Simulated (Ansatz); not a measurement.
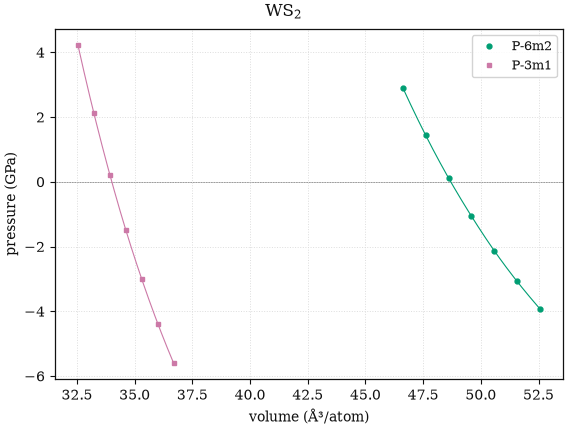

Pressure against volume, with one curve for each structure, for WS₂.

The fitted equilibrium volumes, smallest first, are P-3m1 34.007, P-6m2 48.694 Å³/atom. The fitted bulk moduli, smallest first, are P-6m2 60.7, P-3m1 87.1 GPa. For P-6m2, the pressure falls from 2.91 GPa at volume 46.62 Å³/atom to −3.93 GPa at 52.57 Å³/atom, and changes sign near 48.70 Å³/atom. For P-3m1, the pressure falls from 4.23 GPa at volume 32.54 Å³/atom to −5.61 GPa at 36.69 Å³/atom, and changes sign near 34.01 Å³/atom.

Computed with Ansatz 0.2.0: all-electron LAPW DFT, no spin polarisation; energies at scaled volumes of the given cell, shape and fractions fixed, counted from the fit's minimum, third-order Birch-Murnaghan fit. Level: PBEsol.

| setting | value |
| --- | --- |
| k mesh | 10×10×2 |
| occupations | Fermi–Dirac |
| smearing width | 0.05 eV |
| potentials | all electron LAPW, scalar relativistic |

Caveats: shape and atomic fractions are frozen while scaling, which makes layered, chain and framework solids too stiff.
